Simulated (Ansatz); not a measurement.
TiS₂ (space group P-3m1, No. 164). Coordinates: the geometry relaxed with DFT, r2SCAN+rVV10, plane waves, PAW in Ansatz.

```cif
data_structure
_symmetry_space_group_name_H-M 'P 1'
_symmetry_Int_Tables_number 1
_cell_length_a 3.4109
_cell_length_b 3.4109
_cell_length_c 5.7407
_cell_angle_alpha 90.000
_cell_angle_beta 90.000
_cell_angle_gamma 120.000
_cell_volume 57.84
loop_
_atom_site_label
_atom_site_type_symbol
_atom_site_fract_x
_atom_site_fract_y
_atom_site_fract_z
_atom_site_occupancy
Ti1 Ti 0.00000 0.00000 0.00000 1
S1 S 0.33333 0.66667 0.24483 1
S2 S 0.66667 0.33333 0.75517 1
```

Describe the stacking along c, naming the columns A, B, C as they first turn up.

Ti(A) – S(B) – S(C) (three layers in 5.74 Å).

S layers alone: BC, the hexagonal close-packed type.

Ti: one octahedral site in each hexagonal cell. One of the two gaps between S layers is empty, 2.93 Å wide.

Polytype symbol 1T, the symbol of a layered MX2 polytype (number of slabs in the repeat and lattice).

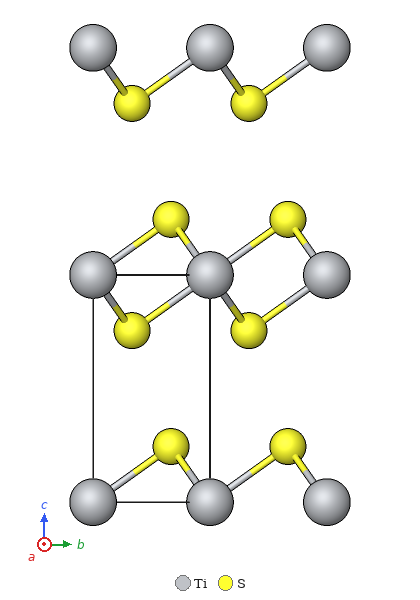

The picture looks along a close-packed row of the hexagonal mesh; c points upwards. Every atom sits on one of the three columns of the mesh; call them A, B, C in the order in which they first turn up. The sequence starts with the first layer at or above the cell's origin.
